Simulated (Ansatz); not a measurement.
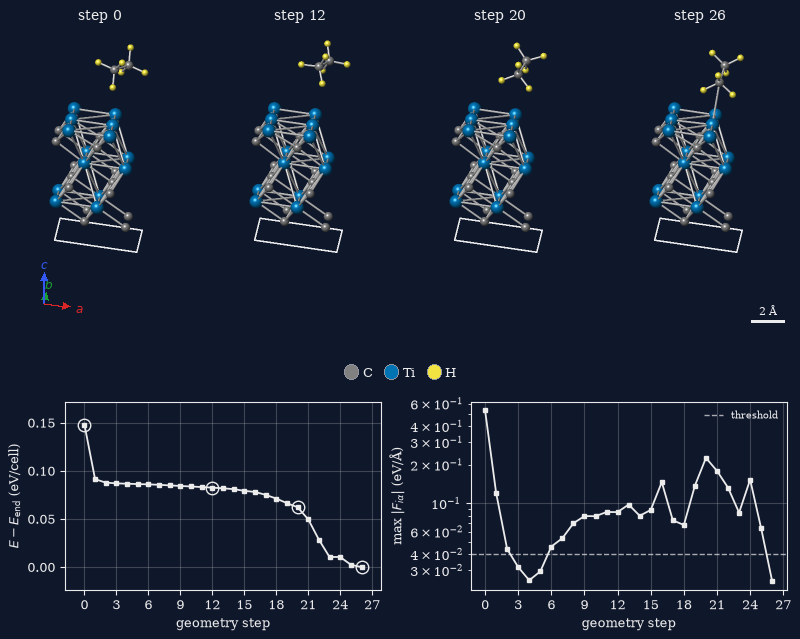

Frames of a constrained relaxation of a slab of composition Ti6H3C7 (cut from the Fm-3m phase), marked on the history of the run. Style: ball-and-stick. Shown: the cell of the calculation, outlined in the plane, without the vacuum (origin shifted), from a free direction.

Case: 1 C2H6 a cell, flat, over a top Ti site. The slab is the (1 1 1) face of TiC with C2H6 on it. 12 atoms are held fixed.

Computed with Ansatz, DFT PBE+D3(BJ), scalar-relativistic, plane waves, PAW.

Input file:
```yaml
crystal:
  lattice:
    - [6.0686302345, 0.0, 0.0]
    - [-3.0343151173, 5.2555879493, 0.0]
    - [0.0, 0.0, 26.2683697968]
  atoms:
    - { symbol: C, position: [0.1666666667, 0.3333333333, 0.304548781] }
    - { symbol: C, position: [0.1666666667, 0.8333333333, 0.304548781] }
    - { symbol: C, position: [0.6666666667, 0.3333333333, 0.304548781] }
    - { symbol: C, position: [0.6666666667, 0.8333333333, 0.304548781] }
    - { symbol: Ti, position: [0.3333333333, 0.1666666667, 0.351706407] }
    - { symbol: Ti, position: [0.3333333333, 0.6666666667, 0.351706407] }
    - { symbol: Ti, position: [0.8333333333, 0.1666666667, 0.351706407] }
    - { symbol: Ti, position: [0.8333333333, 0.6666666667, 0.351706407] }
    - { symbol: C, position: [0.5, 0.5, 0.398864033] }
    - { symbol: C, position: [0.5, 0.0, 0.398864033] }
    - { symbol: C, position: [0.0, 0.5, 0.398864033] }
    - { symbol: C, position: [0.0, 0.0, 0.398864033] }
    - { symbol: Ti, position: [0.6666666667, 0.3333333333, 0.4453423092] }
    - { symbol: Ti, position: [0.6666666667, 0.8333333333, 0.4453423092] }
    - { symbol: Ti, position: [0.1666666667, 0.3333333333, 0.4453423092] }
    - { symbol: Ti, position: [0.1666666667, 0.8333333333, 0.4453423092] }
    - { symbol: C, position: [0.8333333333, 0.6666666667, 0.4965272812] }
    - { symbol: C, position: [0.8333333333, 0.1666666667, 0.4965272812] }
    - { symbol: C, position: [0.3333333333, 0.6666666667, 0.4965272812] }
    - { symbol: C, position: [0.3333333333, 0.1666666667, 0.4965272812] }
    - { symbol: Ti, position: [0.0, 0.5, 0.5364865737] }
    - { symbol: Ti, position: [0.0, 0.0, 0.5364865737] }
    - { symbol: Ti, position: [0.5, 0.5, 0.5364865737] }
    - { symbol: Ti, position: [0.5, 0.0, 0.5364865737] }
    - { symbol: C, position: [0.6709733374, 0.3612831884, 0.6681011363] }
    - { symbol: C, position: [0.5179535388, 0.0723886909, 0.6681011363] }
    - { symbol: H, position: [0.6889337225, 0.4336599279, 0.7075896926] }
    - { symbol: H, position: [0.5738413286, 0.4382909653, 0.6442816147] }
    - { symbol: H, position: [0.8638720592, 0.4265914468, 0.6524321015] }
    - { symbol: H, position: [0.6150746409, -0.0046458429, 0.6919206578] }
    - { symbol: H, position: [0.5, 0.0, 0.6286125799] }
    - { symbol: H, position: [0.3250370641, 0.007065627, 0.683770171] }
basis:
  ecutwfc: 420
kpoints:
  mp_grid: { grid: [4, 4, 1] }
hamiltonian:
  xc: pbe
  dispersion: d3bj
scf:
  occupations: { method: gaussian, width: 0.1 }
output:
  forces: true
  eigenvalues: true
  write_density: true
  write_potential: true
  elf: true
  volumetric_format: npy
relax:
  adjacent_minimum: "off"
  f_tol: 0.04
  max_steps: 100
  constraints: [{ sites: [0, 1, 2, 3, 4, 5, 6, 7, 8, 9, 10, 11] }]
efield:
  axis: 3
  dipole_correction: true
  ramp_width: 0.04
```

Command:
```bash
ansatz run input.yaml --threads 4 --pin off --max-ram 10240MiB --backend cpu --events-out ev --progress --plain --runs-dir out
```

What happens along the run?

The energy falls by 0.148 eV per cell of the calculation in 26 geometry steps. The largest force component goes from 0.53 to 0.025 eV/Å. The forces were under the threshold at step 3, but the run went on from there. H32 moves most: 1.74 Å at 15° to the normal (−c side). By element the largest moves are H 1.74 Å, C 0.83 Å, Ti 0.06 Å. The cell doesn't change. Some distances before and after: Ti24–C26 3.480 → 2.690 Å, Ti21–Ti24 3.034 → 3.083 Å, Ti13–Ti24 2.967 → 3.015 Å, Ti21–Ti24 (another image) 3.034 → 2.988 Å. New bonds form, among them: Ti24–C26 (3.48 → 2.69 Å). Bond angles that change, for instance: H30–C26–H31 109.1° → 105.0°, C25–C26–H30 109.8° → 113.5°, H30–C26–H32 109.1° → 105.5°. From step 0 to 12: H31 moves most (0.65 Å), energy −65.6 meV per cell of the calculation. From step 12 to 20: H32 moves most (1.00 Å), energy −20.3 meV per cell of the calculation. From step 20 to 26: H30 moves most (0.67 Å), energy −62.3 meV per cell of the calculation.

```json
{"step": "0", "E − E(0), meV/atom": "0.00", "largest force component, eV/Å": "0.5330"}
{"step": "1", "E − E(0), meV/atom": "-1.77", "largest force component, eV/Å": "0.1210"}
{"step": "2", "E − E(0), meV/atom": "-1.89", "largest force component, eV/Å": "0.0440"}
{"step": "3", "E − E(0), meV/atom": "-1.91", "largest force component, eV/Å": "0.0318"}
{"step": "4", "E − E(0), meV/atom": "-1.92", "largest force component, eV/Å": "0.0251"}
{"step": "5", "E − E(0), meV/atom": "-1.93", "largest force component, eV/Å": "0.0294"}
{"step": "6", "E − E(0), meV/atom": "-1.94", "largest force component, eV/Å": "0.0460"}
{"step": "7", "E − E(0), meV/atom": "-1.96", "largest force component, eV/Å": "0.0535"}
{"step": "8", "E − E(0), meV/atom": "-1.98", "largest force component, eV/Å": "0.0700"}
{"step": "9", "E − E(0), meV/atom": "-1.99", "largest force component, eV/Å": "0.0796"}
{"step": "10", "E − E(0), meV/atom": "-2.01", "largest force component, eV/Å": "0.0794"}
{"step": "11", "E − E(0), meV/atom": "-2.03", "largest force component, eV/Å": "0.0856"}
{"step": "12", "E − E(0), meV/atom": "-2.05", "largest force component, eV/Å": "0.0855"}
{"step": "13", "E − E(0), meV/atom": "-2.07", "largest force component, eV/Å": "0.0979"}
{"step": "14", "E − E(0), meV/atom": "-2.10", "largest force component, eV/Å": "0.0800"}
{"step": "15", "E − E(0), meV/atom": "-2.15", "largest force component, eV/Å": "0.0889"}
{"step": "16", "E − E(0), meV/atom": "-2.19", "largest force component, eV/Å": "0.1464"}
{"step": "17", "E − E(0), meV/atom": "-2.28", "largest force component, eV/Å": "0.0738"}
{"step": "18", "E − E(0), meV/atom": "-2.40", "largest force component, eV/Å": "0.0678"}
{"step": "19", "E − E(0), meV/atom": "-2.55", "largest force component, eV/Å": "0.1377"}
{"step": "20", "E − E(0), meV/atom": "-2.69", "largest force component, eV/Å": "0.2265"}
{"step": "21", "E − E(0), meV/atom": "-3.08", "largest force component, eV/Å": "0.1793"}
{"step": "22", "E − E(0), meV/atom": "-3.74", "largest force component, eV/Å": "0.1325"}
{"step": "23", "E − E(0), meV/atom": "-4.30", "largest force component, eV/Å": "0.0846"}
{"step": "24", "E − E(0), meV/atom": "-4.30", "largest force component, eV/Å": "0.1532"}
{"step": "25", "E − E(0), meV/atom": "-4.55", "largest force component, eV/Å": "0.0638"}
{"step": "26", "E − E(0), meV/atom": "-4.63", "largest force component, eV/Å": "0.0246"}
```

Limits of the set-up: the periodic images lie only 6.1 Å apart, so the values are limited by the cell's size.
